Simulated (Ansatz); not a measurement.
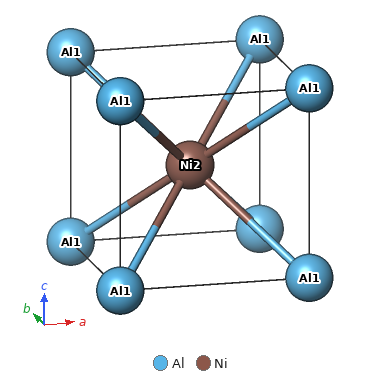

The system is AlNi (P4/mmm, No. 123; 2 atoms in the cell); the picture shows the reference structure. The energy is mapped over two homogeneous strains. First axis: normal strain along x. Second axis: normal strain along y. Nothing is relaxed (symmetry fixes all fractional coordinates). Grid: 7 × 7 points; 28 points were computed and 21 follow by symmetry. Points are written as (first, second). Energies: meV/atom, counted from the lowest grid point. The runs have no spin polarisation; a magnetic state may lie lower. Level of theory: DFT PBEsol, scalar-relativistic, plane waves, PAW in Ansatz. Settings: cutoff 520 eV, k-mesh 16×16×16, gaussian smearing 0.15 eV, no spin polarisation.

Its coordinates:

```
CELL_PARAMETERS angstrom
2.02120 -2.02115 0.00000
2.02120 2.02115 0.00000
0.00000 0.00000 2.86887
ATOMIC_POSITIONS crystal
Al 0.00000 0.00000 0.00000
Ni 0.50000 0.50000 0.50000
```

The input of one point:

```yaml
crystal:
  lattice:
    - [2.0211996424, -2.0211459319, 0.0]
    - [2.0211996424, 2.0211459319, 0.0]
    - [0.0, 0.0, 2.8688666979]
  atoms:
    - { symbol: Al, position: [0.0, 0.0, 0.0] }
    - { symbol: Ni, position: [0.5, 0.5, 0.5] }
basis:
  ecutwfc: 520.0
kpoints:
  mp_grid: { grid: [16, 16, 16] }
hamiltonian:
  xc: pbesol
  pseudopotentials: { kind: paw, azcp: { folder: soft_1 } }
scf:
  occupations: { method: gaussian, width: 0.15 }
output:
  forces: true
  stress: true
  eigenvalues: true
  write_density: true
  write_potential: true
  elf: true
  volumetric_format: npy
```

Range: normal strain along x from −11.0 to 11.0 %; normal strain along y from −11.0 to 11.0 %.

> What landscape does the calculation give?

The lowest grid point is at (0.0 %, 0.0 %). It is the only kind of minimum in the scanned range. The highest grid point, (−11.0 %, −11.0 %), lies 445 meV/atom above the lowest. Round the minimum the valley is strongly tilted: raising normal strain along x shifts the best value of normal strain along y downwards (coupling k₁₂/√(k₁₁k₂₂) about 0.6).

```csv
"normal strain along y ↓, normal strain along x →",−11.0,−7.3,−3.7,0.0,3.7,7.3,11.0
11.0,86,50,50,77,122,181,249
7.3,85,35,22,37,72,121,181
3.7,102,35,8,10,33,72,122
0.0,139,56,13,0,10,37,77
−3.7,203,101,41,13,8,22,50
−7.3,302,180,101,56,35,35,50
−11.0,445,302,203,139,102,85,86
```

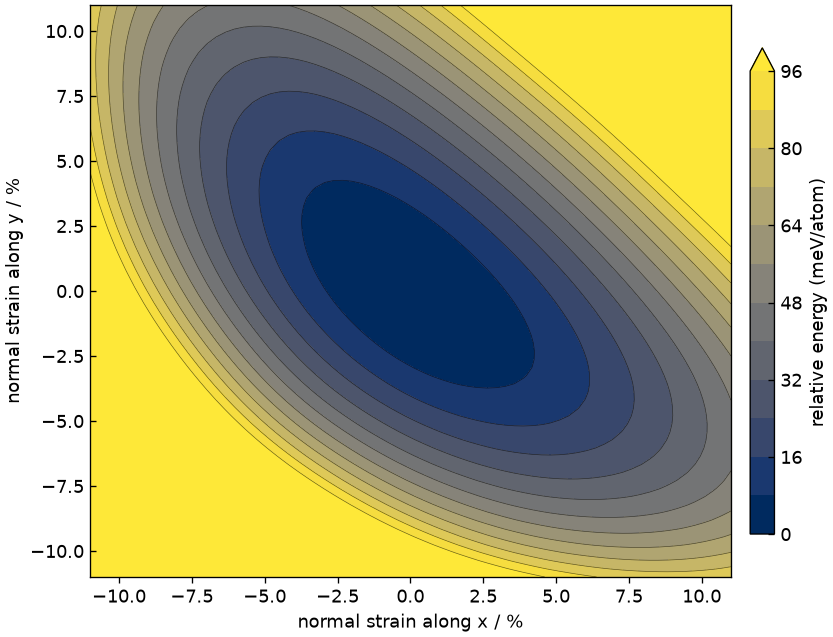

The picture shows filled contours, one colour for all values above the top of the scale. Between grid points the surface is interpolated.

Each point was launched as `ansatz run input.yaml --threads 2 --pin off --max-ram 4096MiB --backend cpu --events-out ev --progress --plain --runs-dir out`. The whole map (28 points run) took 12 min on 2 threads of Arm Neoverse N1, on a shared host.
